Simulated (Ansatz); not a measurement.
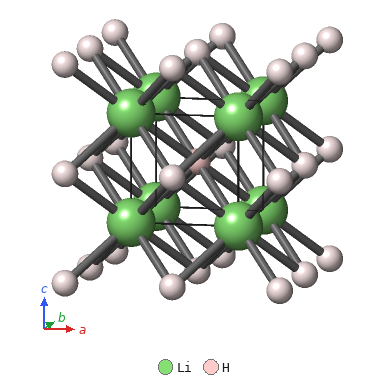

An orthographic ball-and-stick view of the structure, slightly off an axis. Thin lines show the unit cell, with boundary atoms drawn in all their periodic places. The bonded neighbours beyond the faces are included, in fainter colours.

LiH, a = 2.489 Å, b = 2.489 Å, c = 2.497 Å, α = 90.00°, β = 90.00°, γ = 90.00°. Within 0.01 Å the space group is Pm-3m (No. 221), primitive cubic: caesium chloride (CsCl, B2) type. Starting structure: a structure type filled with these elements by a generator (whether the compound takes this form wasn't checked). The cell was then strained or its atoms displaced on purpose. It went into a calculation with Ansatz.

This one geometry was computed with Ansatz (DFT, plane waves, PAW) at three levels of theory: HSE06, PBE and r2SCAN. It was relaxed with r2SCAN and then strained.

**How does the band gap change with the level of theory?**

PBE: a gap of 0.68 eV, indirect; r2SCAN: a gap of 1.09 eV, indirect; HSE06: a gap of 1.38 eV, indirect.

**Collect the results in a table.**

| level | cutoff (eV) | k-mesh of the run's cell | gap (eV) | pressure (GPa) |
| --- | --- | --- | --- | --- |
| HSE06 | 420 | 8×8×8 | 1.38 | 0.1 |
| PBE | 420 | 10×10×10 | 0.68 | 0.7 |
| r2SCAN | 500 | 10×10×10 | 1.09 | 0.4 |

Gaps are taken on the k-mesh or band path of each run.
